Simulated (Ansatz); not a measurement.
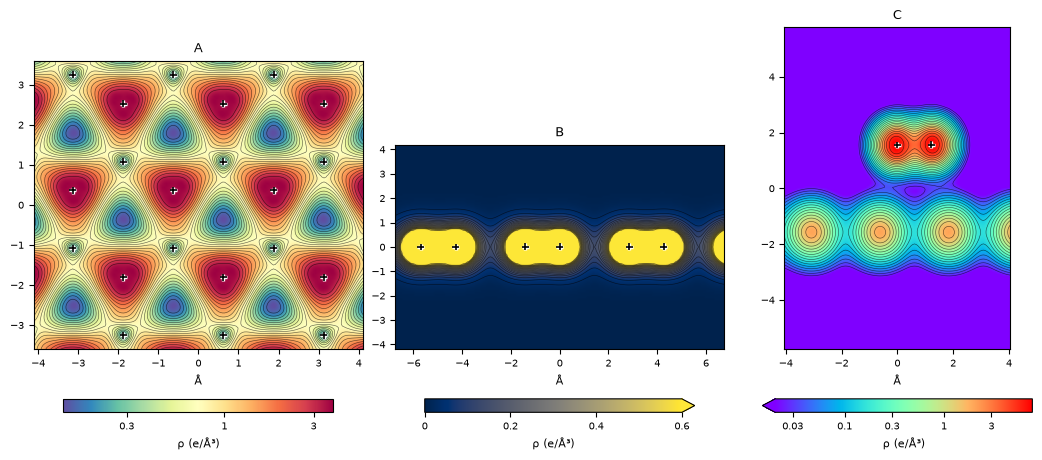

The valence pseudo-density of 3 systems, each on a plane through atoms (crosses mark nuclei in the plane).

Method: DFT PBE+D3(BJ), scalar-relativistic, plane waves, PAW (Ansatz 0.2.0).

System 1: C (slab), the (110) plane of the calculation cell, a cut from vacuum to vacuum. 

System 2: C9O (slab), the (11̄0) plane of the calculation cell, a cut from vacuum to vacuum. Spin-polarised.

System 3: BN, the (001) plane of the conventional cell. Space group R3m; a structure from a database of computed crystals, not necessarily the ambient phase.

```xyz
6
Lattice="2.5061 0.0000 0.0000 -1.2531 2.1704 0.0000 0.0000 0.0000 9.8847" Properties=species:S:1:pos:R:3 pbc="T T T"
B     1.2531    0.7234    3.2919
B     0.0000    1.4469    6.5867
B     0.0000    0.0000    9.8817
N     0.0000    0.0000    3.2890
N     1.2531    0.7234    6.5839
N     0.0000    1.4469    9.8787
```

Question: Match each panel to its system.

Answer: Panel A is system 3, BN: the plane holds B and N. B–N (1.45 Å): ρ is about 1.8 e/Å³ halfway. Panel B is system 1, C: the plane holds C. C–C (1.42 Å): ρ at the midpoint is about 2 e/Å³. Panel C is system 2, C9O: the plane holds O. O–O (1.22 Å): the density is about 3.5 e/Å³ at the midpoint.
